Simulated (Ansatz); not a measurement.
**Geometry relaxation, with input and output: SiC (part 1 of 3)**

The run: geometry relaxation of SiC (slab, 24 atoms in the cell). Method and program: DFT PBE+D3(BJ), scalar-relativistic, plane waves, PAW, no spin polarisation (Ansatz 0.2.0).

The structure derives from an entry of the Crystallography Open Database. The input holds or restrains some coordinates. It belongs to a series of runs on one base structure; here: clean slab, lower planes held.

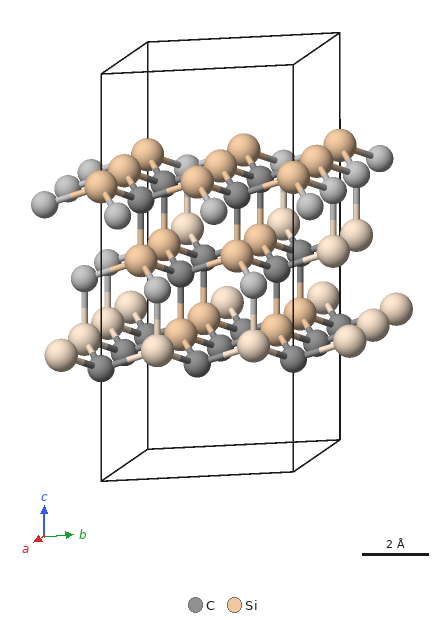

*The input geometry (ball-and-stick view of the cell of the calculation, with the vacuum cut short, seen slightly off an axis; neighbours outside the cell are drawn fainter).*

Input:
```yaml
crystal:
  lattice:
    - [6.1499993378, 0.0, 0.0]
    - [-3.0749996689, 5.3260556598, 0.0]
    - [0.0, 0.0, 21.649135111]
  atoms:
    - { symbol: C, position: [0.5, 0.0, 0.3695297738] }
    - { symbol: C, position: [0.5, 0.5, 0.3695297738] }
    - { symbol: C, position: [0.0, 0.0, 0.3695297738] }
    - { symbol: C, position: [0.0, 0.5, 0.3695297738] }
    - { symbol: Si, position: [0.1666666667, 0.8333333333, 0.3985231574] }
    - { symbol: Si, position: [0.1666666667, 0.3333333333, 0.3985231574] }
    - { symbol: Si, position: [0.6666666667, 0.8333333333, 0.3985231574] }
    - { symbol: Si, position: [0.6666666667, 0.3333333333, 0.3985231574] }
    - { symbol: C, position: [0.6666666667, 0.8333333333, 0.4855033082] }
    - { symbol: C, position: [0.6666666667, 0.3333333333, 0.4855033082] }
    - { symbol: C, position: [0.1666666667, 0.8333333333, 0.4855033082] }
    - { symbol: C, position: [0.1666666667, 0.3333333333, 0.4855033082] }
    - { symbol: Si, position: [0.3333333333, 0.6666666667, 0.5144966918] }
    - { symbol: Si, position: [0.3333333333, 0.1666666667, 0.5144966918] }
    - { symbol: Si, position: [0.8333333333, 0.6666666667, 0.5144966918] }
    - { symbol: Si, position: [0.8333333333, 0.1666666667, 0.5144966918] }
    - { symbol: C, position: [0.8333333333, 0.6666666667, 0.6014768426] }
    - { symbol: C, position: [0.8333333333, 0.1666666667, 0.6014768426] }
    - { symbol: C, position: [0.3333333333, 0.6666666667, 0.6014768426] }
    - { symbol: C, position: [0.3333333333, 0.1666666667, 0.6014768426] }
    - { symbol: Si, position: [0.5, 0.5, 0.6304702262] }
    - { symbol: Si, position: [0.5, 0.0, 0.6304702262] }
    - { symbol: Si, position: [0.0, 0.5, 0.6304702262] }
    - { symbol: Si, position: [0.0, 0.0, 0.6304702262] }
basis:
  ecutwfc: 420
kpoints:
  mp_grid: { grid: [3, 3, 1] }
hamiltonian:
  xc: pbe
  dispersion: d3bj
scf:
  occupations: { method: gaussian, width: 0.05 }
output:
  forces: true
  eigenvalues: true
  write_density: true
  write_potential: true
  elf: true
  volumetric_format: npy
relax:
  adjacent_minimum: "off"
  f_tol: 0.03
  max_steps: 70
  constraints: [{ sites: [0, 1, 2, 3, 4, 5, 6, 7, 8, 9, 10, 11] }]
efield:
  axis: 3
  dipole_correction: true
  ramp_width: 0.04
```

Run on 2 threads of Arm Neoverse V2, 24 GiB of memory available, shared host.

Command:
```bash
ansatz run input.yaml --threads 2 --pin off --max-ram 5120MiB --backend cpu --events-out ev --progress --plain --runs-dir out
```

What the program printed:
```
Engine: ansatz 0.2.0, aarch64-unknown-linux-gnu
Pseudopotentials: kind: paw
Pseudopotential: C, paw, valence charge 4, recommended cutoff 420 eV (normal), C.paw.azcp
Pseudopotential: Si, paw, valence charge 4, recommended cutoff 420 eV (normal), Si.paw.azcp
Functional definition: PBE
  parameter kappa = 0.804
  parameter beta = 0.06672455060314922
  exchange = pbe_x(kappa = kappa, mu = beta*pi^2/3)
  correlation = pbe_c(beta = beta)
Crystal: 24 atoms, lattice volume = 709.123 Å³
Basis set: ecut = 420 eV, 13939 PW (Γ), exchange–correlation on 90×90×300 points (8 copies of the dense FFT grid, shifted against one another)
Bands: 72, of which v1, the nominal top of the filled ones, is band 48 counted from 1 (47 counted from 0)
Symmetry: 24 space group operations
Space group: P3m1 (ITA 156), of the structure as read, at distance tolerance 8.9e-5 Å
k-points: 3 of 9 (time reversal used)
Non-local potential: C, projectors of the file, l = 0: 2, l = 1: 2, l = 2: 1
Non-local potential: Si, projectors of the file, l = 0: 2, l = 1: 2, l = 2: 2
PAW form: soft (Blöchl's): semilocal exchange-correlation on the pseudo side does not see the compensation charge
PAW one-centre angular grid: C, 110 points (default); XC on 64 Gauss nodes
PAW one-centre angular grid: Si, 110 points (default); XC on 64 Gauss nodes
Initial density: superposition of atomic densities (neutral atoms: chi_scale 0, normalization atom), corrected by the library's trained network
Initial wavefunctions: pseudopotential atomic-orbital guess
Functional: x = pbe(κ = 0.804, μ = 0.2195149727645171), c = pbe(β = 0.06672455060314922)
SCF iter   1: F=—  HF=-10635.630516 eV  |F-HF|=—  |Δ(HF+E_count)|=         —  Δρ=1.78e-2  dr2=3.78e1  ethr=1.77e-3  p=0.568 e·Å  D=1.45e-1 V/Å  ΔV_dip=-3.14 eV  dr2_dipole=1.95e1  V_vac-E_F(+/−)=4.23/7.36 eV  ⟨swp⟩=12.0  Hψ=1439  notcnv=0  defer=18
efield: sawtooth ramp at fractional position 0.9800 (placed from the atoms, in the widest stretch of the axis that holds none; the zero of the levels goes with the place), width 0.0400; the density the first Hamiltonian is built on has a dipole p = 0.568 e·Å; the dipole correction subtracts the counter field D = 1.45e-1 V/Å, which shifts the + side's vacuum level by -3.14 eV against the − side's; the planar-averaged density in the ramp window peaks in size at 3.7e-5 e/Å³
preconditioner: auto → LDOS  [insulator: Δε(μ)=0.091 eV  Ē_g=10.548 eV  σ=0.050 eV  W_gap=0.63  n_scr=78 (ndim 8)  ℏωp=13.7 eV  f_vac=0.556  D(μ)=8.22/eV (n_scr^D=38)  ε∞_Penn≈2.7  β→1.0]
SCF iter   2: F=—  HF=-10638.799357 eV  |F-HF|=—  |Δ(HF+E_count)|=    3.17e0  Δρ=3.04e-2  dr2=1.10e2  ethr=1.77e-3  p=0.064 e·Å  D=1.62e-2 V/Å  ΔV_dip=-0.35 eV  dr2_dipole=5.37e1  V_vac-E_F(+/−)=5.77/6.12 eV  ⟨swp⟩=4.0  Hψ=378  notcnv=0  defer=45  recentre
preconditioner: auto → Resta (q_TF=auto, 1.955 Å⁻¹)  ε∞=2.6  [insulator: Δε(μ)=0.835 eV  Ē_g=10.928 eV  σ=0.050 eV  W_gap=1.00  n_scr=78 (ndim 8)  ℏωp=13.7 eV  f_vac=0.559  D(μ)=0.00/eV (n_scr^D=0)  ε∞_Penn≈2.6  vacuum switching on, ρ_ref=8.7e-3 e/Å³  β→0.5]
SCF iter   3: F=—  HF=-10635.455009 eV  |F-HF|=—  |Δ(HF+E_count)|=    3.34e0  Δρ=1.51e-2  dr2=2.50e1  ethr=1.77e-3  p=0.341 e·Å  D=8.71e-2 V/Å  ΔV_dip=-1.88 eV  dr2_dipole=1.21e1  V_vac-E_F(+/−)=4.90/6.78 eV  ⟨swp⟩=3.3  Hψ=289  notcnv=0  defer=44
SCF iter   4: F=—  HF=-10635.255541 eV  |F-HF|=—  |Δ(HF+E_count)|=   1.99e-1  Δρ=7.23e-3  dr2=4.82e0  ethr=1.77e-3  p=0.371 e·Å  D=9.47e-2 V/Å  ΔV_dip=-2.05 eV  dr2_dipole=2.35e0  V_vac-E_F(+/−)=4.76/6.81 eV  ⟨swp⟩=1.0  Hψ=249  notcnv=0  defer=31
SCF iter   5: F=—  HF=-10635.212395 eV  |F-HF|=—  |Δ(HF+E_count)|=   4.31e-2  Δρ=3.73e-3  dr2=1.38e0  ethr=1.77e-3  p=0.400 e·Å  D=1.02e-1 V/Å  ΔV_dip=-2.21 eV  dr2_dipole=6.37e-1  V_vac-E_F(+/−)=4.62/6.83 eV  ⟨swp⟩=1.3  Hψ=160  notcnv=0  defer=31
SCF iter   6: F=—  HF=-10635.204610 eV  |F-HF|=—  |Δ(HF+E_count)|=   7.79e-3  Δρ=2.01e-3  dr2=2.55e-1  ethr=1.43e-3  p=0.418 e·Å  D=1.07e-1 V/Å  ΔV_dip=-2.31 eV  dr2_dipole=1.36e-1  V_vac-E_F(+/−)=4.45/6.76 eV  ⟨swp⟩=1.0  Hψ=159  notcnv=0  defer=36
SCF iter   7: F=—  HF=-10635.198896 eV  |F-HF|=—  |Δ(HF+E_count)|=   5.71e-3  Δρ=9.46e-4  dr2=6.36e-2  ethr=2.66e-4  p=0.398 e·Å  D=1.02e-1 V/Å  ΔV_dip=-2.20 eV  dr2_dipole=3.35e-2  V_vac-E_F(+/−)=4.46/6.66 eV  ⟨swp⟩=1.3  Hψ=208  notcnv=0  defer=49
SCF iter   8: F=—  HF=-10635.198134 eV  |F-HF|=—  |Δ(HF+E_count)|=   7.62e-4  Δρ=7.32e-5  dr2=2.21e-4  ethr=6.62e-5  p=0.384 e·Å  D=9.80e-2 V/Å  ΔV_dip=-2.12 eV  dr2_dipole=6.72e-5  V_vac-E_F(+/−)=4.48/6.60 eV  ⟨swp⟩=1.0  Hψ=159  notcnv=0  defer=49
SCF iter   9: F=—  HF=-10635.198220 eV  |F-HF|=—  |Δ(HF+E_count)|=   8.61e-5  Δρ=1.05e-4  dr2=1.17e-3  ethr=2.30e-7  p=0.384 e·Å  D=9.81e-2 V/Å  ΔV_dip=-2.12 eV  dr2_dipole=5.48e-4  V_vac-E_F(+/−)=4.47/6.59 eV  ⟨swp⟩=4.0  Hψ=445  notcnv=0  defer=51
SCF iter  10: F=—  HF=-10635.198206 eV  |F-HF|=—  |Δ(HF+E_count)|=   1.37e-5  Δρ=3.70e-5  dr2=1.36e-4  ethr=2.30e-7  p=0.384 e·Å  D=9.80e-2 V/Å  ΔV_dip=-2.12 eV  dr2_dipole=6.62e-5  V_vac-E_F(+/−)=4.47/6.59 eV  ⟨swp⟩=1.0  Hψ=159  notcnv=0  defer=51
SCF iter  11: F=—  HF=-10635.198205 eV  |F-HF|=—  |Δ(HF+E_count)|=   7.34e-7  Δρ=1.43e-5  dr2=2.51e-5  ethr=1.42e-7  p=0.384 e·Å  D=9.80e-2 V/Å  ΔV_dip=-2.12 eV  dr2_dipole=1.17e-5  V_vac-E_F(+/−)=4.47/6.59 eV  ⟨swp⟩=1.0  Hψ=159  notcnv=0  defer=51
SCF iter  12: F=—  HF=-10635.198205 eV  |F-HF|=—  |Δ(HF+E_count)|=   2.25e-8  Δρ=1.55e-5  dr2=2.80e-5  ethr=2.34e-8  p=0.384 e·Å  D=9.80e-2 V/Å  ΔV_dip=-2.12 eV  dr2_dipole=1.39e-5  V_vac-E_F(+/−)=4.47/6.59 eV  ⟨swp⟩=41.7  Hψ=2875  notcnv=0
SCF iter  13: F=-10635.198203 eV  HF=-10635.198205 eV  |F-HF|=1.93e-6  |Δ(HF+E_count)|=   3.46e-7  Δρ=3.87e-6  dr2=1.34e-6  ethr=2.34e-8  p=0.384 e·Å  D=9.80e-2 V/Å  ΔV_dip=-2.12 eV  dr2_dipole=6.40e-7  V_vac-E_F(+/−)=4.47/6.59 eV  ⟨swp⟩=16.3  Hψ=1775  notcnv=0
SCF 1 converged in 13 iterations: F = -10635.198203 eV  dr2 = 1.34e-6
  greatest PAW one-centre occupation: 0.667 electrons in one spin orbital (limit 2), on the C atom at site 3 (counted from 0), in its partial waves of l = 0
relax step   1: F+E_penalty+E_count = -10635.19820300 eV  Δ(F+E_penalty+E_count) = +0.000e0 eV  max|allowed force component| = 1.243e0 eV/Å  Δτ_max = 0.0000 Å  (13 SCF iters, dr2 threshold 2.25e-5 eV, accepted)
Initial density: handed on by an earlier stage of this run
Initial wavefunctions: those handed on with the density
SCF iter   1: F=—  HF=-10635.362654 eV  |F-HF|=—  |Δ(HF+E_count)|=         —  Δρ=5.60e-3  dr2=3.34e0  ethr=3.10e-3  p=0.384 e·Å  D=9.80e-2 V/Å  ΔV_dip=-2.12 eV  dr2_dipole=1.64e0  V_vac-E_F(+/−)=4.46/6.58 eV  ⟨swp⟩=2.0  Hψ=293  notcnv=0  defer=49
efield: sawtooth ramp at fractional position 0.9800 (handed on by an earlier solve), width 0.0400; the density the first Hamiltonian is built on has a dipole p = 0.384 e·Å; the dipole correction subtracts the counter field D = 9.80e-2 V/Å, which shifts the + side's vacuum level by -2.12 eV against the − side's; the planar-averaged density in the ramp window peaks in size at 1.4e-7 e/Å³
preconditioner: auto → LDOS  [insulator: Δε(μ)=0.060 eV  Ē_g=10.594 eV  σ=0.050 eV  W_gap=0.57  n_scr=78 (ndim 8)  ℏωp=13.7 eV  f_vac=0.561  D(μ)=12.43/eV (n_scr^D=66)  ε∞_Penn≈2.7  β→1.0]
SCF iter   2: F=—  HF=-10635.635730 eV  |F-HF|=—  |Δ(HF+E_count)|=   2.73e-1  Δρ=1.58e-2  dr2=2.71e1  ethr=3.10e-3  p=0.495 e·Å  D=1.26e-1 V/Å  ΔV_dip=-2.74 eV  dr2_dipole=1.37e1  V_vac-E_F(+/−)=3.93/6.67 eV  ⟨swp⟩=1.0  Hψ=249  notcnv=0  defer=49  recentre
SCF iter   3: F=—  HF=-10635.337208 eV  |F-HF|=—  |Δ(HF+E_count)|=   2.99e-1  Δρ=2.05e-3  dr2=4.15e-1  ethr=3.10e-3  p=0.397 e·Å  D=1.01e-1 V/Å  ΔV_dip=-2.20 eV  dr2_dipole=2.10e-1  V_vac-E_F(+/−)=4.41/6.60 eV  ⟨swp⟩=1.0  Hψ=159  notcnv=0  defer=49
SCF iter   4: F=—  HF=-10635.332604 eV  |F-HF|=—  |Δ(HF+E_count)|=   4.60e-3  Δρ=3.21e-4  dr2=2.09e-3  ethr=4.32e-4  p=0.408 e·Å  D=1.04e-1 V/Å  ΔV_dip=-2.26 eV  dr2_dipole=4.71e-4  V_vac-E_F(+/−)=4.36/6.62 eV  ⟨swp⟩=1.3  Hψ=222  notcnv=0  defer=54
SCF iter   5: F=—  HF=-10635.331683 eV  |F-HF|=—  |Δ(HF+E_count)|=   9.21e-4  Δρ=1.46e-4  dr2=3.57e-4  ethr=2.18e-6  p=0.411 e·Å  D=1.05e-1 V/Å  ΔV_dip=-2.27 eV  dr2_dipole=1.28e-4  V_vac-E_F(+/−)=4.35/6.62 eV  ⟨swp⟩=3.0  Hψ=340  notcnv=0  defer=53
SCF iter   6: F=—  HF=-10635.331672 eV  |F-HF|=—  |Δ(HF+E_count)|=   1.13e-5  Δρ=8.91e-5  dr2=2.02e-4  ethr=3.72e-7  p=0.412 e·Å  D=1.05e-1 V/Å  ΔV_dip=-2.28 eV  dr2_dipole=8.50e-5  V_vac-E_F(+/−)=4.35/6.62 eV  ⟨swp⟩=1.0  Hψ=162  notcnv=0  defer=53
SCF iter   7: F=-10635.331663 eV  HF=-10635.331683 eV  |F-HF|=1.96e-5  |Δ(HF+E_count)|=   1.11e-5  Δρ=4.77e-5  dr2=2.66e-5  ethr=1.01e-7  p=0.413 e·Å  D=1.05e-1 V/Å  ΔV_dip=-2.28 eV  dr2_dipole=2.27e-6  V_vac-E_F(+/−)=4.35/6.63 eV  ⟨swp⟩=36.7  Hψ=2992  notcnv=0
SCF 2 converged in 7 iterations: F = -10635.331663 eV  dr2 = 2.66e-5
relax step   2: F+E_penalty+E_count = -10635.33166328 eV  Δ(F+E_penalty+E_count) = -1.335e-1 eV  max|allowed force component| = 8.931e-1 eV/Å  Δτ_max = 0.0326 Å  (7 SCF iters, dr2 threshold 9.66e-5 eV, accepted)
SCF iter   1: F=—  HF=-10635.598222 eV  |F-HF|=—  |Δ(HF+E_count)|=         —  Δρ=9.58e-3  dr2=6.55e0  ethr=3.10e-3  p=0.413 e·Å  D=1.05e-1 V/Å  ΔV_dip=-2.28 eV  dr2_dipole=2.96e0  V_vac-E_F(+/−)=4.34/6.62 eV  ⟨swp⟩=3.3  Hψ=403  notcnv=0  defer=50
efield: sawtooth ramp at fractional position 0.9800 (handed on by an earlier solve), width 0.0400; the density the first Hamiltonian is built on has a dipole p = 0.413 e·Å; the dipole correction subtracts the counter field D = 1.05e-1 V/Å, which shifts the + side's vacuum level by -2.28 eV against the − side's; the planar-averaged density in the ramp window peaks in size at 1.6e-7 e/Å³
preconditioner: auto → LDOS  [metal: Δε(μ)=0.052 eV  Ē_g=10.579 eV  σ=0.050 eV  W_gap=0.50  n_scr=78 (ndim 8)  ℏωp=13.7 eV  f_vac=0.560  D(μ)=11.21/eV (n_scr^D=64)  β→1.0]
SCF iter   2: F=—  HF=-10635.580838 eV  |F-HF|=—  |Δ(HF+E_count)|=   1.74e-2  Δρ=1.01e-2  dr2=8.22e0  ethr=3.10e-3  p=0.539 e·Å  D=1.38e-1 V/Å  ΔV_dip=-2.98 eV  dr2_dipole=4.17e0  V_vac-E_F(+/−)=3.80/6.78 eV  ⟨swp⟩=1.0  Hψ=249  notcnv=0  defer=54
SCF iter   3: F=—  HF=-10635.486162 eV  |F-HF|=—  |Δ(HF+E_count)|=   9.47e-2  Δρ=5.31e-3  dr2=2.98e0  ethr=3.10e-3  p=0.428 e·Å  D=1.09e-1 V/Å  ΔV_dip=-2.36 eV  dr2_dipole=1.52e0  V_vac-E_F(+/−)=4.32/6.69 eV  ⟨swp⟩=1.3  Hψ=161  notcnv=0  defer=54
SCF iter   4: F=—  HF=-10635.449120 eV  |F-HF|=—  |Δ(HF+E_count)|=   3.70e-2  Δρ=1.57e-3  dr2=2.31e-1  ethr=3.10e-3  p=0.450 e·Å  D=1.15e-1 V/Å  ΔV_dip=-2.49 eV  dr2_dipole=1.17e-1  V_vac-E_F(+/−)=4.22/6.70 eV  ⟨swp⟩=1.0  Hψ=187  notcnv=0  defer=54
SCF iter   5: F=—  HF=-10635.440867 eV  |F-HF|=—  |Δ(HF+E_count)|=   8.25e-3  Δρ=4.46e-4  dr2=1.64e-2  ethr=2.40e-4  p=0.458 e·Å  D=1.17e-1 V/Å  ΔV_dip=-2.53 eV  dr2_dipole=9.09e-3  V_vac-E_F(+/−)=4.17/6.71 eV  ⟨swp⟩=2.0  Hψ=257  notcnv=0  defer=57
SCF iter   6: F=—  HF=-10635.440809 eV  |F-HF|=—  |Δ(HF+E_count)|=   5.79e-5  Δρ=1.06e-4  dr2=6.69e-4  ethr=1.71e-5  p=0.464 e·Å  D=1.18e-1 V/Å  ΔV_dip=-2.56 eV  dr2_dipole=3.00e-4  V_vac-E_F(+/−)=4.15/6.71 eV  ⟨swp⟩=1.3  Hψ=225  notcnv=0  defer=57
SCF iter   7: F=—  HF=-10635.440841 eV  |F-HF|=—  |Δ(HF+E_count)|=   3.17e-5  Δρ=6.56e-5  dr2=1.76e-4  ethr=6.97e-7  p=0.466 e·Å  D=1.19e-1 V/Å  ΔV_dip=-2.57 eV  dr2_dipole=6.97e-5  V_vac-E_F(+/−)=4.14/6.72 eV  ⟨swp⟩=2.7  Hψ=250  notcnv=0  defer=57
SCF iter   8: F=-10635.440829 eV  HF=-10635.440841 eV  |F-HF|=1.20e-5  |Δ(HF+E_count)|=   2.77e-7  Δρ=3.47e-5  dr2=1.82e-5  ethr=5.19e-8  p=0.466 e·Å  D=1.19e-1 V/Å  ΔV_dip=-2.57 eV  dr2_dipole=7.32e-8  V_vac-E_F(+/−)=4.15/6.72 eV  ⟨swp⟩=33.3  Hψ=2926  notcnv=0
SCF 3 converged in 8 iterations: F = -10635.440829 eV  dr2 = 1.82e-5
relax step   3: F+E_penalty+E_count = -10635.44082933 eV  Δ(F+E_penalty+E_count) = -1.092e-1 eV  max|allowed force component| = 1.921e-1 eV/Å  Δτ_max = 0.0695 Å  (8 SCF iters, dr2 threshold 4.99e-5 eV, accepted)
iter 1 solved again at ethr=9.68e-4 eV; its pass at ethr=3.10e-3 eV (dr2=9.29e-1 eV) is discarded
```
